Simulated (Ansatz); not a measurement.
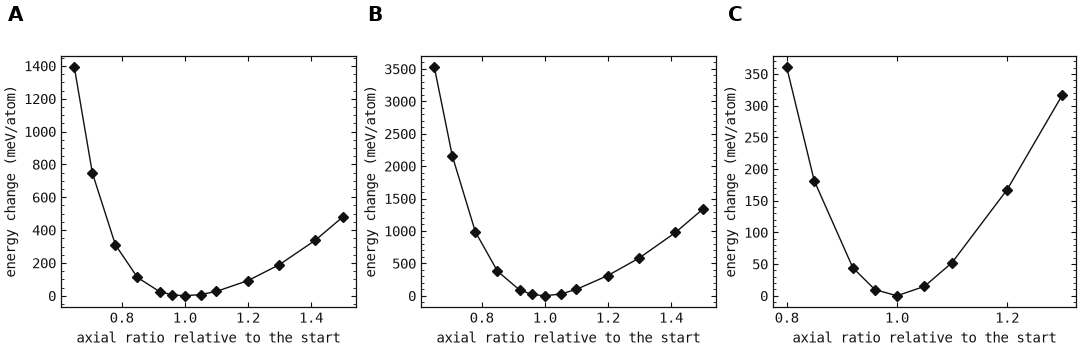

Each panel shows the energy change against relative axial ratio for one of these solids: Ge, Cmmm (No. 65), 19.6 Å³/atom, path axial; HfN, Fm-3m (No. 225), 11.5 Å³/atom, path tetragonal; MgO, Fm-3m (No. 225), 9.7 Å³/atom, path tetragonal.

Method: deformation of a crystal at fixed volume, lengths along the axis scaled against those across it, fractional coordinates fixed, by plane-wave density functional theory with PAW datasets, free energies less that of the undisturbed cell, pressure positive in compression; scalar-relativistic (Ansatz 0.2.0). Level: PBEsol, no spin polarisation.

Q: Match the panels to the solids.

A: A is MgO (energy change from 0 meV/atom to 1392 meV/atom); B is HfN (energy change from 0 meV/atom to 3527 meV/atom); C is Ge (energy change from 0 meV/atom to 360 meV/atom).

For Ge, limits of the calculation: reference crystal is not relaxed; shape and atomic fractions are frozen while scaling, which makes layered, chain and framework solids too stiff.

For HfN, limits of the calculation: atoms far too close at some points of the scan; no spin polarisation, a magnetic state may lie lower; reference crystal is not relaxed.

For MgO, limits of the calculation: reference crystal is not relaxed.
